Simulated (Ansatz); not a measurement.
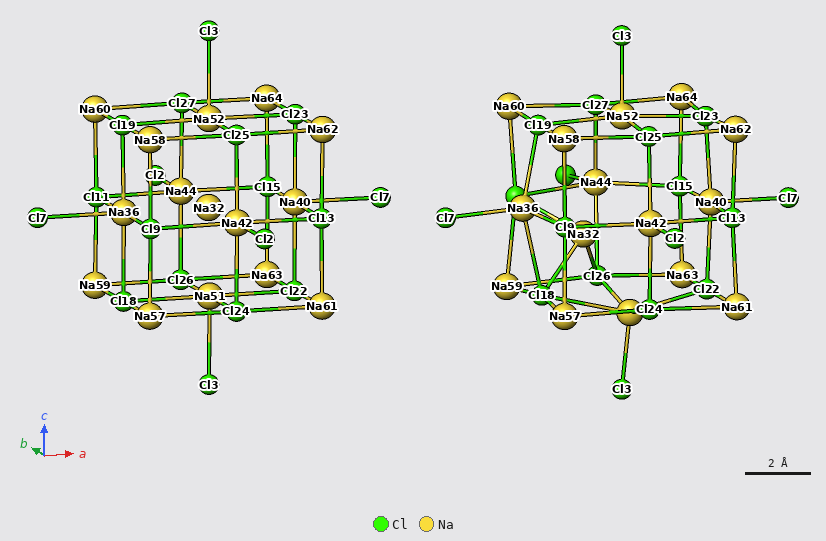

Two geometries of a defect cell of composition Cl31Na33 (cell charge +3), drawn at one scale. One is the start of a relaxation, the other its converged end. The picture is a ball-and-stick view of the atoms within 5.8 Å of the atom that moves most (axes of the cell of the calculation (origin shifted)), seen slightly off an axis.

Computed with Ansatz 0.2.0, DFT, PBEsol, PAW, plane waves. (plane-wave cutoff 420 eV; k-point mesh 1 × 1 × 1; mesh shifted by (0.25, 0.25, 0.25); collinear spin; atoms relaxed in a fixed cell; force threshold 0.03 eV/Å; at most 80 steps)

Which geometry has the lower energy?

The right one is the relaxed one. Na32 moves most: 1.64 Å along [−1 1 −1]. Largest moves by element: Na 1.64 Å, Cl 0.26 Å. The cell stays as it was. Some distances before and after: Na32–Na59 4.847 → 3.292 Å, Cl18–Na32 3.958 → 2.563 Å, Cl26–Na32 3.957 → 2.566 Å, Cl11–Na32 3.924 → 2.568 Å. New bonds form, among them: Cl11–Na32 (3.92 → 2.57 Å), Cl18–Na32 (3.96 → 2.56 Å), Cl26–Na32 (3.96 → 2.57 Å). Bond angles that change, for instance: Cl18–Na51–Cl22 179.9° → 153.3°, Cl9–Na36–Cl11 179.1° → 153.2°, Cl7–Na36–Cl19 89.3° → 106.7°. Over 13 geometry steps the energy falls by 3.044 eV per cell of the calculation. Largest force component: 1.6 eV/Å at the start, 0.024 eV/Å at the end. The run took 25 s on 1 × NVIDIA GB300 Max-Q with 8 threads of Arm Neoverse-V2, peak memory 2 GiB.

Limits of the set-up: the cell is charged, on a uniform background, and energies carry no finite-size correction.
